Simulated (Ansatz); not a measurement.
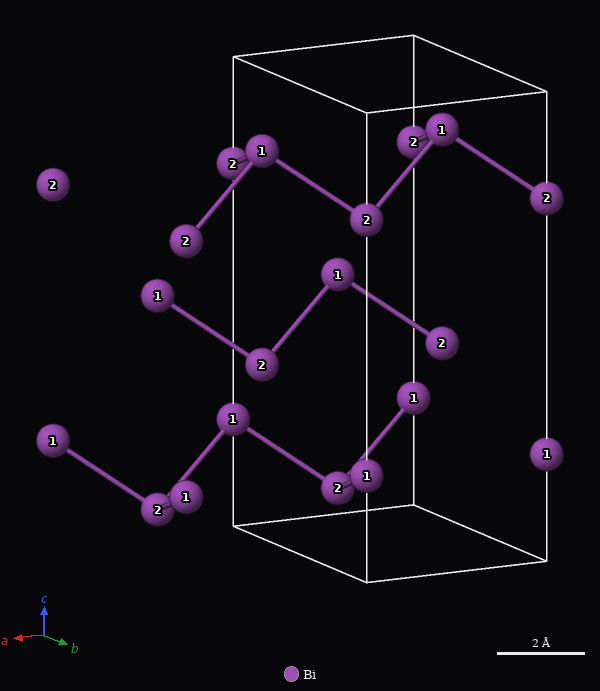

The starting point is a symmetric starting cell of Bi (made from another compound by putting Bi in place of As). The picture is a ball-and-stick view of the conventional cell (3 times the calculation's cell), repeated 2 × 1 × 1 with one cell outlined, seen from a free direction. Lengths and directions refer to the drawn axes.

Level of theory: DFT PBE, scalar-relativistic, plane waves, PAW (Ansatz). (plane-wave cutoff 420 eV; k-point mesh 12 × 12 × 12; occupations gaussian; smearing width 0.1 eV; no spin polarisation)

Now this is done to it. All lengths are scaled by −2.5 % (volume −7.2 %), the atoms keeping their fractional coordinates. No relaxation follows. The starting cell wasn't computed here and needn't be at equilibrium, so pressure and forces aren't due to the change alone.

Question: Predict the response.

Answer: Some distances before and after: Bi–Bi 2.884 → 2.813 Å. The space group stays R-3m (No. 166). The pressure is 18.6 GPa (not all of it need come from the change, since the unchanged cell can be under pressure at this level too). The principal stresses (compression positive) are 15.3 GPa along c and 20.3 GPa across it. The largest forces, 2.5 eV/Å, act on Bi1 and Bi2; on Bi1 it points along +c.

The changed structure in the same view:

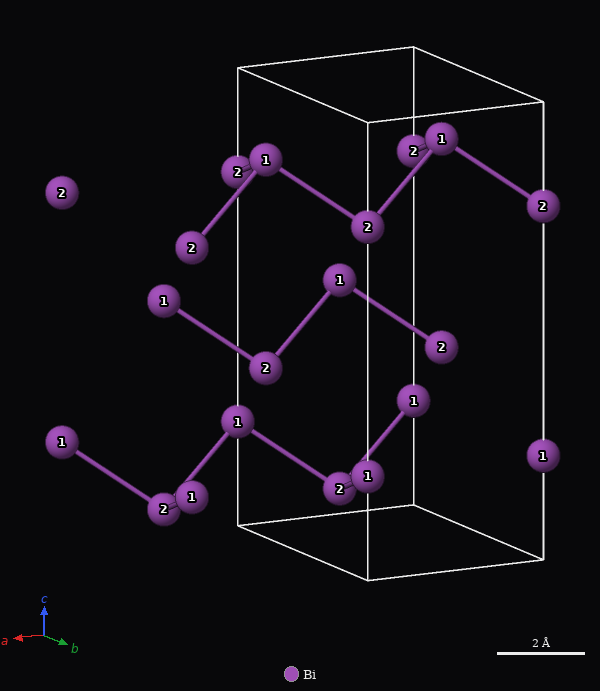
